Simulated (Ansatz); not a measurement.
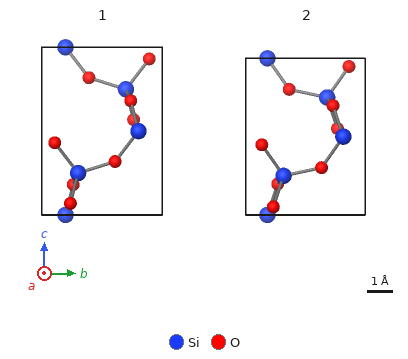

Two geometries of solid SiO$_{2}$ (set up in P4_32_12), drawn at one scale. One is the start of a relaxation, the other its converged end. A ball-and-stick model of the cell of the calculation, seen along the a axis.

Computed with Ansatz, DFT r2SCAN, scalar-relativistic, plane waves, PAW. (plane-wave cutoff 500 eV; k-point mesh 6 × 6 × 4; occupations gaussian; smearing width 0.02 eV; no spin polarisation; cell and atoms relaxed; force threshold 0.005 eV/Å; at most 80 steps)

**Which of the two is the end point?**

Structure 1 is the relaxed one. After 5 accepted moves (6 points after the start) the energy has fallen by 0.127 eV per cell of the calculation. Largest force component: 0.17 eV/Å at the start, 0.00084 eV/Å at the end. The pressure goes from −1.24 to 0.00 GPa. The SCF was repeated once at an unchanged geometry on a basis and grid sized afresh for the cell, which shifted the energy by 4.5 meV per cell of the calculation at most. The largest moves relative to the cell, 0.18 Å, are those of O atoms. By element the largest moves are O 0.18 Å, Si 0.11 Å. The volume changes by +9.2 %, with a = b 4.933 → 4.983 Å (+1.0 %), c 6.465 → 6.920 Å (+7.0 %). Among the contacts that change: O–Si 1.621 → 1.612 Å. Bond angles that change, for instance: Si–O–Si 137.7° → 145.2°, O–Si–O 109.5° → 111.6°. The space group stays P4_32_12 (No. 96). The run took 75 s on 2 threads of Intel(R) Xeon(R) 6975P-C (Granite Rapids), on a shared host, peak memory 0.83 GiB.
